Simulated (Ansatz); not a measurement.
**Geometry relaxation, with input and output: AlCu₃ (part 2 of 2)**

Continued. System: AlCu₃ (4 atoms in the cell). Method: DFT PBEsol, scalar-relativistic, plane waves, PAW, no spin polarisation (Ansatz 0.2.0); cutoff 420 eV, 12×12×12 k-mesh, Fermi–Dirac smearing of 0.15 eV. The structure derives from a Materials Project entry. It belongs to a series of runs on one base structure; here: cell and atoms relaxed tightly for response.

```
basis re-selected at this cell: Δ(F+E_penalty+E_count) = -4.938e-6 eV, ΔP = +0.001 GPa vs the last step (what re-selecting the basis moved, of the pressure what is left beyond the Pulay correction that the steps carried, after the strain that the cell walked since its last selection, with what the two solves' SCF thresholds leave and, on support functions, any second-order correction that the steps lacked; it is no measure of the basis error at this ecutwfc). This SCF's stress stands 6.11e-4 GPa from its target on what of the cell is left free (relax.cell.stress_tol is 1.00e-2 GPa) and its largest allowed force component is 1.06e-16 eV/Å (relax.f_tol is 1.00e-3 eV/Å): within both
SCF converged after 10 iterations
Free energy (F): -20291.618126 eV
Harris-Foulkes:  -20291.618126 eV  (|F-HF|=0.00e0)
Internal energy: -20291.540923 eV  (E = F + TS)
E sigma→0 (E₀):  -20291.579525 eV
Entropy (-TS):   -0.077204 eV (-19.301 meV/atom)
Fermi energy:    15.393290 eV
--- Per-component energies (eV) ---
  E_band       = -1153.494218
  E_kinetic    = 926.444210
  E_local      = -13864.164258  (includes V_loc(G=0)·N_el)
  E_nonlocal   = 1181.528608
  E_hartree    = 6164.127481
  E_xc         = -308.948678
  E_vxc        = -378.598874  (∫ρ·V_xc dr)
  E_paw        = -5331.015270  (= ΣΔE_a)
  E_vpaw       = -1346.959650  (= ΣTr[D̂ρ^β])
  E_aug_tail   = 0.000787  (compensation charges beyond the density's cutoff)
  E_ewald      = -9060.151546
  E_core_change = 0.637746  (= ΣΔE_core)
  E_smearing   = -0.077204  (= −TS)
  E_closure    = -0.000000  (closes the sum)
  Σ components = -20291.618126   (vs F -20291.618126, Δ=0.00e0)
--- Forces (eV/Å), atoms counted from 1 ---
  atom   1  Al    -0.00000000     0.00000000    -0.00000000
  atom   2  Cu     0.00000000     0.00000000     0.00000000
  atom   3  Cu    -0.00000000    -0.00000000    -0.00000000
  atom   4  Cu     0.00000000     0.00000000     0.00000000
  max |Σ_I F_I| component: 9.25e-18 eV/Å
--- Stress (GPa, compression-positive) ---
        0.000611       0.000000       0.000000
        0.000000       0.000611       0.000000
        0.000000       0.000000       0.000611
  P = ⅓ Tr σ = 0.0006 GPa (0.006 kbar)
--- Band table (eV; the first three rows and the last of 72) ---
  k-point 0: bands = ["-97.5457", "-97.5433", "-97.2301", "-55.0701", "-55.0701", "-55.0701", "-55.0617", "-55.0617", "-55.0617", "-54.7497", "-54.7497", "-54.7497", "4.6573", "10.6189", "10.6189", "10.7057", "10.7057", "10.7057", "11.5440", "11.5440", "11.5440", "12.5845", "12.5845", "12.5845", "12.7725", "12.7725", "12.8890", "12.8890", "19.0890", "19.0890", "19.0890", "19.5315", "19.5315", "19.5315", "20.4928", "21.8570"]
  k-point 1: bands = ["-97.5457", "-97.5433", "-97.2301", "-55.0703", "-55.0701", "-55.0701", "-55.0619", "-55.0619", "-55.0615", "-54.7498", "-54.7497", "-54.7497", "4.7541", "10.5902", "10.5902", "10.6651", "10.7770", "10.7770", "11.5357", "11.5357", "11.5474", "12.5088", "12.5267", "12.5267", "12.8052", "12.8052", "12.8817", "12.8817", "17.7239", "18.6979", "18.6979", "19.7577", "19.9772", "19.9772", "21.0920", "21.8575"]
  k-point 2: bands = ["-97.5455", "-97.5434", "-97.2301", "-55.0705", "-55.0698", "-55.0698", "-55.0623", "-55.0623", "-55.0611", "-54.7500", "-54.7495", "-54.7495", "5.0426", "10.5445", "10.5807", "10.5807", "10.9066", "10.9066", "11.5117", "11.5147", "11.5147", "12.3233", "12.4045", "12.4045", "12.8371", "12.8371", "12.8789", "12.8789", "16.1543", "18.2765", "18.2765", "19.5409", "20.2006", "20.2006", "21.3819", "21.7526"]
  k-point 71: bands = ["-97.5443", "-97.5443", "-97.2303", "-55.0762", "-55.0718", "-55.0669", "-55.0669", "-55.0576", "-55.0576", "-54.7502", "-54.7502", "-54.7480", "8.7386", "9.5644", "9.5644", "10.0740", "11.3820", "11.4198", "11.4559", "11.4559", "11.7176", "11.7176", "12.1428", "12.2827", "12.8180", "12.8180", "12.9858", "12.9982", "13.1667", "13.3782", "13.3782", "20.9321", "20.9321", "21.0166", "21.1042", "26.5259"]
--- Relaxed structure (3 steps of the walk, 3 accepted, 1 SCFs on fresh bases) ---
  F+E_penalty+E_count = -20291.61812634 eV   max|allowed force component| = 1.064e-16 eV/Å   (the final SCF, on the basis selected at the relaxed cell)
  cell:  # Å, volume = 47.9782 Å³
    - [7.643058049343385e-35, 2.8840620831028847, 2.8840620831028847]
    - [2.8840620831028847, 1.4012273090462873e-34, 2.8840620831028847]
    - [2.8840620831028847, 2.8840620831028847, 1.146458707401508e-34]
  atoms:
    - { symbol: Al, position: [2.2644515826277622e-35, -1.087110697372903e-36, -3.604859072488555e-35] }
    - { symbol: Cu, position: [0.49999999999999994, 0.49999999999999994, 0.49999999999999994] }
    - { symbol: Cu, position: [0.24999999999999997, 0.24999999999999997, 0.24999999999999997] }
    - { symbol: Cu, position: [0.7499999999999999, 0.7499999999999999, 0.7499999999999999] }
```

**Trajectory as extended XYZ (Å, eV, eV/Å), 4 frames, from step=1 to step=4**
```
4
Lattice="0.0000 2.8835 2.8835 2.8835 0.0000 2.8835 2.8835 2.8835 0.0000" Properties=species:S:1:pos:R:3:forces:R:3 step=1 energy=-20291.61813 pressure_GPa=0.09
Al    0.0000    0.0000    0.0000    0.0000   0.0000   0.0000
Cu    2.8835    2.8835    2.8835    0.0000   0.0000   0.0000
Cu    1.4417    1.4417    1.4417    0.0000   0.0000   0.0000
Cu    4.3252    4.3252    4.3252    0.0000   0.0000   0.0000
4
Lattice="0.0000 2.8838 2.8838 2.8838 0.0000 2.8838 2.8838 2.8838 0.0000" Properties=species:S:1:pos:R:3:forces:R:3 step=2 energy=-20291.61813 pressure_GPa=0.04
Al    0.0000    0.0000    0.0000    0.0000   0.0000   0.0000
Cu    2.8838    2.8838    2.8838    0.0000   0.0000   0.0000
Cu    1.4419    1.4419    1.4419    0.0000   0.0000   0.0000
Cu    4.3257    4.3257    4.3257    0.0000   0.0000   0.0000
4
Lattice="0.0000 2.8841 2.8841 2.8841 0.0000 2.8841 2.8841 2.8841 0.0000" Properties=species:S:1:pos:R:3:forces:R:3 step=3 energy=-20291.61812 pressure_GPa=0.00
Al    0.0000    0.0000    0.0000    0.0000   0.0000   0.0000
Cu    2.8841    2.8841    2.8841    0.0000   0.0000   0.0000
Cu    1.4420    1.4420    1.4420    0.0000   0.0000   0.0000
Cu    4.3261    4.3261    4.3261    0.0000   0.0000   0.0000
4
Lattice="0.0000 2.8841 2.8841 2.8841 0.0000 2.8841 2.8841 2.8841 0.0000" Properties=species:S:1:pos:R:3:forces:R:3 step=4 energy=-20291.61813 pressure_GPa=0.00
Al    0.0000    0.0000    0.0000    0.0000   0.0000   0.0000
Cu    2.8841    2.8841    2.8841    0.0000   0.0000   0.0000
Cu    1.4420    1.4420    1.4420    0.0000   0.0000   0.0000
Cu    4.3261    4.3261    4.3261    0.0000   0.0000   0.0000
```

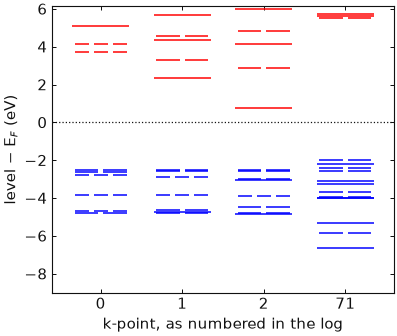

Figure 1. Kohn–Sham levels near the Fermi level (dotted) at the few k-points that the log prints; levels within 0.02 eV of each other stand side by side. The system is metallic on the full mesh.

The run was set up as follows.

**Input file**
```yaml
crystal:
  lattice:
    - [0.0, 2.883470478, 2.883470478]
    - [2.883470478, 0.0, 2.883470478]
    - [2.883470478, 2.883470478, 0.0]
  atoms:
    - { symbol: Al, position: [0.0, 0.0, 0.0] }
    - { symbol: Cu, position: [0.5, 0.5, 0.5] }
    - { symbol: Cu, position: [0.25, 0.25, 0.25] }
    - { symbol: Cu, position: [0.75, 0.75, 0.75] }
basis:
  ecutwfc: 420
kpoints:
  mp_grid: { grid: [12, 12, 12] }
hamiltonian:
  xc: pbesol
scf:
  occupations: { method: fermi_dirac, width: 0.15 }
output:
  forces: true
  stress: true
  eigenvalues: true
relax:
  adjacent_minimum: "off"
  f_tol: 0.001
  max_steps: 60
  cell: { stress_tol: 0.01 }
```

Launched with:
```bash
ansatz run input.yaml --threads 2 --pin off --max-ram 6144MiB --backend cpu --events-out ev --progress --plain --runs-dir out
```

**Key numbers**

```json
{"quantity": "outcome", "value": "converged"}
{"quantity": "space group (tolerance 0.01 Å)", "value": "Fm-3m (225)"}
{"quantity": "electrons treated", "value": "60"}
{"quantity": "free energy", "value": "−20291.6181 eV"}
{"quantity": "Fermi energy", "value": "15.393 eV"}
{"quantity": "gap on the k-point mesh", "value": "none (metallic)"}
{"quantity": "pressure", "value": "0.00 GPa"}
{"quantity": "final volume", "value": "47.98 Å³"}
{"quantity": "largest force (length of the vector) at the end", "value": "under 0.001 eV/Å"}
{"quantity": "final cell", "value": "a = 4.079 Å, b = 4.079 Å, c = 4.079 Å, α = 60.00°, β = 60.00°, γ = 60.00°"}
{"quantity": "hardware", "value": "2 threads of Intel Xeon (Sapphire Rapids), 32 GiB of memory available, shared host"}
{"quantity": "wall time", "value": "9.1 s (CPU time 18 s)"}
{"quantity": "peak memory", "value": "0.47 GiB"}
```

**Remarks**

Results for this metal are sensitive to the k-point mesh.
